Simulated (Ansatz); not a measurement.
Geometry relaxation of Ta4HN4 (part 1 of 3)

The run: geometry relaxation of Ta4HN4 (slab, 9 atoms in the cell). Method and program: DFT r2SCAN, scalar-relativistic, plane waves, PAW, no spin polarisation (Ansatz 0.2.0).

The structure derives from an entry of the Crystallography Open Database. The input holds or restrains some coordinates. Forces given for the steps count only the free coordinates. It belongs to a series of runs on one base structure; here: H put at a top N site.

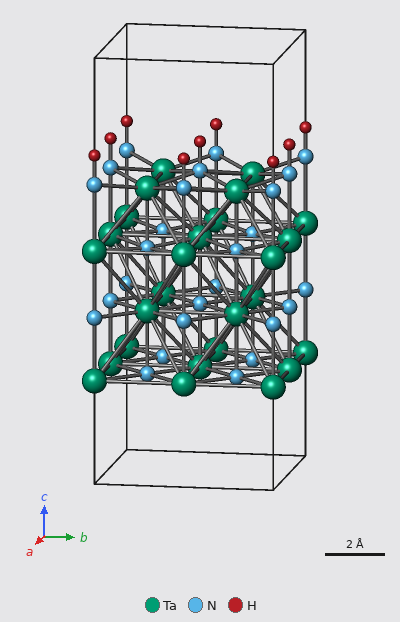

**Figure 1.** The input geometry (ball-and-stick view of the 2 × 2 repeat of the cell, with the vacuum cut short, seen slightly off an axis). An atom can appear more than once, as a periodic image.

### Input file
```yaml
crystal:
  lattice:
    - [3.1088180366, 0.0, 0.0]
    - [0.0, 3.1088180366, 0.0]
    - [0.0, 0.0, 25.5947989454]
  atoms:
    - { symbol: Ta, position: [0.0, 0.0, 0.3320987212] }
    - { symbol: "N", position: [0.5, 0.5, 0.3320987212] }
    - { symbol: Ta, position: [0.5, 0.5, 0.4179859485] }
    - { symbol: "N", position: [0.0, 0.0, 0.4179859485] }
    - { symbol: Ta, position: [0.0, 0.0, 0.5085974457] }
    - { symbol: "N", position: [0.5, 0.5, 0.5037446714] }
    - { symbol: Ta, position: [0.5, 0.5, 0.5852041044] }
    - { symbol: "N", position: [0.0, 0.0, 0.5993797773] }
    - { symbol: H, position: [0.0, 0.0, 0.6392316238] }
basis:
  ecutwfc: 500
kpoints:
  mp_grid: { grid: [9, 9, 1] }
hamiltonian:
  xc: r2scan
scf:
  occupations: { method: gaussian, width: 0.1 }
output:
  forces: true
  eigenvalues: true
  write_density: true
  write_potential: true
  elf: true
  volumetric_format: npy
relax:
  adjacent_minimum: "off"
  f_tol: 0.03
  max_steps: 70
  constraints: [{ sites: [0, 1, 2, 3] }]
efield:
  axis: 3
  dipole_correction: true
  ramp_width: 0.04
```

Command:
```bash
ansatz run input.yaml --threads 2 --pin off --max-ram 5120MiB --backend cpu --events-out ev --progress --plain --runs-dir out
```

### Log
```
Engine: ansatz 0.2.0, x86_64-unknown-linux-gnu
Pseudopotentials: kind: paw
Pseudopotential: Ta, paw, valence charge 13, recommended cutoff 500 eV (meta_gga), Ta.paw.azcp
Pseudopotential: N, paw, valence charge 5, recommended cutoff 500 eV (meta_gga), N.paw.azcp
Pseudopotential: H, paw, valence charge 1, recommended cutoff 500 eV (meta_gga), H.paw.azcp
Functional definition: r2SCAN
  parameter k0 = 0.174
  parameter k1 = 0.065
  parameter a1 = 4.9479
  exchange = r2scan_x(k0 = k0, k1 = k1, a1 = a1)
  correlation = r2scan_c
Crystal: 9 atoms, lattice volume = 247.367 Å³
Basis set: ecut = 500 eV, 6273 PW (Γ), exchange–correlation on 96×96×768 points (64 copies of the dense FFT grid, shifted against one another)
Bands: 46, of which v1, the nominal top of the filled ones, is band 37 counted from 1 (36 counted from 0)
Symmetry: 8 space group operations
Space group: P4mm (ITA 99), of the structure as read, at distance tolerance 6.3e-5 Å
k-points: 15 of 81
Non-local potential: Ta, projectors of the file, l = 0: 3, l = 1: 2, l = 2: 2, l = 3: 1
Non-local potential: N, projectors of the file, l = 0: 2, l = 1: 2, l = 2: 1
Non-local potential: H, projectors of the file, l = 0: 2, l = 1: 1
PAW form: soft (Blöchl's): semilocal exchange-correlation on the pseudo side does not see the compensation charge
PAW frozen core: Ta, regenerated for the run's functional (the file was generated under x = pbe(κ = 0.804, μ = 0.2195149727645171), c = pbe(β = 0.06672455060314922))
PAW frozen core: N, regenerated for the run's functional (the file was generated under x = pbe(κ = 0.804, μ = 0.2195149727645171), c = pbe(β = 0.06672455060314922))
PAW one-centre angular grid: Ta, 590 points (default); XC on 160 Gauss nodes
PAW one-centre angular grid: N, 302 points (default); XC on 160 Gauss nodes
PAW one-centre angular grid: H, 302 points (default); XC on 160 Gauss nodes
Initial density: superposition of atomic densities (neutral atoms: chi_scale 0, normalization atom), corrected by the library's trained network
Initial wavefunctions: pseudopotential atomic-orbital guess
Functional: x = r2scan, c = r2scan; τ floored in thin density (d = 2e-4 eV/Å³)
SCF iter   1: F=—  HF=-41337.008662 eV  |F-HF|=—  |Δ(HF+E_count)|=         —  Δρ=7.85e-3  dr2=1.87e0  dr2_τ=5.28e-1  ethr=1.77e-3  p=0.031 e·Å  D=2.26e-2 V/Å  ΔV_dip=-0.58 eV  dr2_dipole=5.45e-1  V_vac-E_F(+/−)=2.92/3.50 eV  ⟨swp⟩=9.5  Hψ=3754  notcnv=0
efield: sawtooth ramp at fractional position 0.9657 (placed from the atoms, in the widest stretch of the axis that holds none; the zero of the levels goes with the place), width 0.0400; the density the first Hamiltonian is built on has a dipole p = 0.031 e·Å; the dipole correction subtracts the counter field D = 2.26e-2 V/Å, which shifts the + side's vacuum level by -0.58 eV against the − side's; the planar-averaged density in the ramp window peaks in size at 6.2e-6 e/Å³
preconditioner: auto → LDOS  [metal: Δε(μ)=0.039 eV  Ē_g=9.980 eV  σ=0.100 eV  W_gap=0.22  n_scr=46 (ndim 8)  ℏωp=15.1 eV  f_vac=0.575  D(μ)=3.39/eV (n_scr^D=12)  β→1.0]
SCF iter   2: F=—  HF=-41337.173108 eV  |F-HF|=—  |Δ(HF+E_count)|=   1.64e-1  Δρ=3.77e-3  dr2=3.63e-1  dr2_τ=1.41e-2  ethr=1.77e-3  p=0.047 e·Å  D=3.45e-2 V/Å  ΔV_dip=-0.88 eV  dr2_dipole=8.22e-2  V_vac-E_F(+/−)=2.68/3.56 eV  ⟨swp⟩=3.3  Hψ=993  notcnv=0  defer=44
SCF iter   3: F=—  HF=-41337.169097 eV  |F-HF|=—  |Δ(HF+E_count)|=   4.01e-3  Δρ=1.04e-3  dr2=5.58e-3  dr2_τ=2.07e-4  ethr=4.98e-4  p=0.036 e·Å  D=2.61e-2 V/Å  ΔV_dip=-0.67 eV  dr2_dipole=3.83e-4  V_vac-E_F(+/−)=2.91/3.58 eV  ⟨swp⟩=2.0  Hψ=752  notcnv=0  defer=44
SCF iter   4: F=—  HF=-41337.172772 eV  |F-HF|=—  |Δ(HF+E_count)|=   3.68e-3  Δρ=7.24e-4  dr2=3.17e-3  dr2_τ=2.93e-4  ethr=7.64e-6  p=0.032 e·Å  D=2.33e-2 V/Å  ΔV_dip=-0.60 eV  dr2_dipole=8.54e-4  V_vac-E_F(+/−)=3.00/3.60 eV  ⟨swp⟩=3.2  Hψ=1434  notcnv=0  defer=44
SCF iter   5: F=—  HF=-41337.172525 eV  |F-HF|=—  |Δ(HF+E_count)|=   2.47e-4  Δρ=1.39e-4  dr2=1.28e-4  dr2_τ=8.00e-6  ethr=4.34e-6  p=0.031 e·Å  D=2.25e-2 V/Å  ΔV_dip=-0.58 eV  dr2_dipole=1.68e-8  V_vac-E_F(+/−)=3.03/3.61 eV  ⟨swp⟩=2.0  Hψ=924  notcnv=0  defer=44
SCF iter   6: F=—  HF=-41337.172582 eV  |F-HF|=—  |Δ(HF+E_count)|=   5.67e-5  Δρ=7.40e-5  dr2=4.67e-5  dr2_τ=2.57e-6  ethr=1.75e-7  p=0.029 e·Å  D=2.14e-2 V/Å  ΔV_dip=-0.55 eV  dr2_dipole=1.72e-6  V_vac-E_F(+/−)=3.07/3.62 eV  ⟨swp⟩=3.7  Hψ=1473  notcnv=0  defer=44
SCF iter   7: F=-41337.172578 eV  HF=-41337.172580 eV  |F-HF|=1.45e-6  |Δ(HF+E_count)|=   1.89e-6  Δρ=3.11e-5  dr2=5.37e-6  dr2_τ=3.24e-7  ethr=3.08e-8  p=0.029 e·Å  D=2.13e-2 V/Å  ΔV_dip=-0.55 eV  dr2_dipole=2.33e-8  V_vac-E_F(+/−)=3.08/3.62 eV  ⟨swp⟩=26.6  Hψ=8800  notcnv=0
SCF 1 converged in 7 iterations: F = -41337.172578 eV  dr2 = 5.37e-6
  greatest PAW one-centre occupation: 0.998 electrons in one spin orbital (limit 2), on the Ta atom at site 6 (counted from 0), in its partial waves of l = 0
relax step   1: F+E_penalty+E_count = -41337.17257832 eV  Δ(F+E_penalty+E_count) = +0.000e0 eV  max|allowed force component| = 1.352e0 eV/Å  Δτ_max = 0.0000 Å  (7 SCF iters, dr2 threshold 2.25e-5 eV, accepted)
Initial density: handed on by an earlier stage of this run
Initial wavefunctions: those handed on with the density
iter 1 solved again at ethr=4.93e-4 eV; its pass at ethr=3.10e-3 eV (dr2=3.60e-1 eV) is discarded
SCF iter   1: F=—  HF=-41337.528371 eV  |F-HF|=—  |Δ(HF+E_count)|=         —  Δρ=1.38e-2  dr2=3.79e-1  dr2_τ=8.27e-1  ethr=4.93e-4  p=0.029 e·Å  D=2.13e-2 V/Å  ΔV_dip=-0.55 eV  dr2_dipole=3.23e-2  V_vac-E_F(+/−)=3.11/3.66 eV  ⟨swp⟩=2.0  Hψ=3065  notcnv=0  defer=23
efield: sawtooth ramp at fractional position 0.9657 (handed on by an earlier solve), width 0.0400; the density the first Hamiltonian is built on has a dipole p = 0.029 e·Å; the dipole correction subtracts the counter field D = 2.13e-2 V/Å, which shifts the + side's vacuum level by -0.55 eV against the − side's; the planar-averaged density in the ramp window peaks in size at 1.5e-6 e/Å³
preconditioner: auto → LDOS  [metal: Δε(μ)=0.044 eV  Ē_g=9.829 eV  σ=0.100 eV  W_gap=0.25  n_scr=46 (ndim 8)  ℏωp=15.1 eV  f_vac=0.568  D(μ)=4.66/eV (n_scr^D=14)  β→1.0]
SCF iter   2: F=—  HF=-41337.619526 eV  |F-HF|=—  |Δ(HF+E_count)|=   9.12e-2  Δρ=3.68e-3  dr2=1.42e-1  dr2_τ=4.38e-3  ethr=4.93e-4  p=0.039 e·Å  D=2.88e-2 V/Å  ΔV_dip=-0.74 eV  dr2_dipole=6.71e-2  V_vac-E_F(+/−)=2.91/3.65 eV  ⟨swp⟩=3.3  Hψ=1265  notcnv=0  defer=23
SCF iter   3: F=—  HF=-41337.607830 eV  |F-HF|=—  |Δ(HF+E_count)|=   1.17e-2  Δρ=1.29e-3  dr2=6.04e-3  dr2_τ=6.79e-4  ethr=1.95e-4  p=0.061 e·Å  D=4.44e-2 V/Å  ΔV_dip=-1.14 eV  dr2_dipole=7.78e-4  V_vac-E_F(+/−)=2.54/3.68 eV  ⟨swp⟩=2.3  Hψ=1024  notcnv=0  defer=23
SCF iter   4: F=—  HF=-41337.609890 eV  |F-HF|=—  |Δ(HF+E_count)|=   2.06e-3  Δρ=7.63e-4  dr2=5.16e-3  dr2_τ=2.81e-4  ethr=8.28e-6  p=0.065 e·Å  D=4.73e-2 V/Å  ΔV_dip=-1.21 eV  dr2_dipole=1.28e-3  V_vac-E_F(+/−)=2.47/3.68 eV  ⟨swp⟩=2.9  Hψ=1205  notcnv=0  defer=37
SCF iter   5: F=—  HF=-41337.609325 eV  |F-HF|=—  |Δ(HF+E_count)|=   5.65e-4  Δρ=1.03e-4  dr2=5.71e-5  dr2_τ=7.24e-6  ethr=7.07e-6  p=0.068 e·Å  D=5.00e-2 V/Å  ΔV_dip=-1.28 eV  dr2_dipole=1.91e-5  V_vac-E_F(+/−)=2.41/3.69 eV  ⟨swp⟩=2.0  Hψ=994  notcnv=0  defer=37
SCF iter   6: F=-41337.609333 eV  HF=-41337.609339 eV  |F-HF|=5.89e-6  |Δ(HF+E_count)|=   1.40e-5  Δρ=3.36e-5  dr2=1.18e-5  dr2_τ=3.84e-7  ethr=7.82e-8  p=0.068 e·Å  D=4.96e-2 V/Å  ΔV_dip=-1.27 eV  dr2_dipole=2.78e-6  V_vac-E_F(+/−)=2.42/3.69 eV  ⟨swp⟩=30.4  Hψ=9390  notcnv=0
SCF 2 converged in 6 iterations: F = -41337.609333 eV  dr2 = 1.18e-5
relax step   2: F+E_penalty+E_count = -41337.60933332 eV  Δ(F+E_penalty+E_count) = -4.368e-1 eV  max|allowed force component| = 1.602e0 eV/Å  Δτ_max = 0.1960 Å  (6 SCF iters, dr2 threshold 1.00e-4 eV, accepted)
iter 1 solved again at ethr=9.48e-4 eV; its pass at ethr=3.10e-3 eV (dr2=6.92e-1 eV) is discarded
SCF iter   1: F=—  HF=-41337.571578 eV  |F-HF|=—  |Δ(HF+E_count)|=         —  Δρ=1.49e-2  dr2=6.98e-1  dr2_τ=1.65e0  ethr=9.48e-4  p=0.068 e·Å  D=4.96e-2 V/Å  ΔV_dip=-1.27 eV  dr2_dipole=5.04e-3  V_vac-E_F(+/−)=2.42/3.68 eV  ⟨swp⟩=1.3  Hψ=2988  notcnv=0  defer=29
efield: sawtooth ramp at fractional position 0.9657 (handed on by an earlier solve), width 0.0400; the density the first Hamiltonian is built on has a dipole p = 0.068 e·Å; the dipole correction subtracts the counter field D = 4.96e-2 V/Å, which shifts the + side's vacuum level by -1.27 eV against the − side's; the planar-averaged density in the ramp window peaks in size at 2.3e-6 e/Å³
preconditioner: auto → LDOS  [metal: Δε(μ)=0.077 eV  Ē_g=9.760 eV  σ=0.100 eV  W_gap=0.41  n_scr=46 (ndim 8)  ℏωp=15.1 eV  f_vac=0.566  D(μ)=3.45/eV (n_scr^D=12)  β→1.0]
SCF iter   2: F=—  HF=-41337.979011 eV  |F-HF|=—  |Δ(HF+E_count)|=   4.07e-1  Δρ=5.79e-3  dr2=3.98e-1  dr2_τ=1.66e-2  ethr=9.48e-4  p=0.063 e·Å  D=4.61e-2 V/Å  ΔV_dip=-1.18 eV  dr2_dipole=1.55e-2  V_vac-E_F(+/−)=2.42/3.60 eV  ⟨swp⟩=4.5  Hψ=1367  notcnv=0  defer=32
SCF iter   3: F=—  HF=-41337.926993 eV  |F-HF|=—  |Δ(HF+E_count)|=   5.20e-2  Δρ=1.46e-3  dr2=3.86e-2  dr2_τ=7.42e-4  ethr=5.45e-4  p=0.069 e·Å  D=5.07e-2 V/Å  ΔV_dip=-1.30 eV  dr2_dipole=1.38e-2  V_vac-E_F(+/−)=2.25/3.55 eV  ⟨swp⟩=2.8  Hψ=1184  notcnv=0  defer=42
SCF iter   4: F=—  HF=-41337.925822 eV  |F-HF|=—  |Δ(HF+E_count)|=   1.17e-3  Δρ=5.22e-4  dr2=7.09e-3  dr2_τ=4.28e-5  ethr=5.29e-5  p=0.076 e·Å  D=5.59e-2 V/Å  ΔV_dip=-1.43 eV  dr2_dipole=2.57e-3  V_vac-E_F(+/−)=2.11/3.54 eV  ⟨swp⟩=1.9  Hψ=824  notcnv=0  defer=42
SCF iter   5: F=—  HF=-41337.925885 eV  |F-HF|=—  |Δ(HF+E_count)|=   6.30e-5  Δρ=3.64e-4  dr2=9.06e-4  dr2_τ=5.13e-5  ethr=9.71e-6  p=0.082 e·Å  D=6.02e-2 V/Å  ΔV_dip=-1.54 eV  dr2_dipole=6.62e-5  V_vac-E_F(+/−)=1.97/3.51 eV  ⟨swp⟩=2.2  Hψ=966  notcnv=0  defer=41
SCF iter   6: F=—  HF=-41337.925700 eV  |F-HF|=—  |Δ(HF+E_count)|=   1.85e-4  Δρ=7.61e-5  dr2=2.91e-5  dr2_τ=2.30e-6  ethr=1.24e-6  p=0.083 e·Å  D=6.10e-2 V/Å  ΔV_dip=-1.56 eV  dr2_dipole=2.93e-6  V_vac-E_F(+/−)=1.95/3.51 eV  ⟨swp⟩=2.5  Hψ=1148  notcnv=0  defer=41
SCF iter   7: F=-41337.925701 eV  HF=-41337.925704 eV  |F-HF|=2.89e-6  |Δ(HF+E_count)|=   3.75e-6  Δρ=3.39e-5  dr2=4.73e-6  dr2_τ=7.59e-7  ethr=3.99e-8  p=0.084 e·Å  D=6.13e-2 V/Å  ΔV_dip=-1.57 eV  dr2_dipole=7.59e-7  V_vac-E_F(+/−)=1.94/3.51 eV  ⟨swp⟩=28.0  Hψ=8927  notcnv=0
SCF 3 converged in 7 iterations: F = -41337.925701 eV  dr2 = 4.73e-6
relax step   3: F+E_penalty+E_count = -41337.92570106 eV  Δ(F+E_penalty+E_count) = -3.164e-1 eV  max|allowed force component| = 1.434e0 eV/Å  Δτ_max = 0.1951 Å  (7 SCF iters, dr2 threshold 1.00e-4 eV, accepted)
iter 1 solved again at ethr=1.49e-3 eV; its pass at ethr=3.10e-3 eV (dr2=1.09e0 eV) is discarded
```
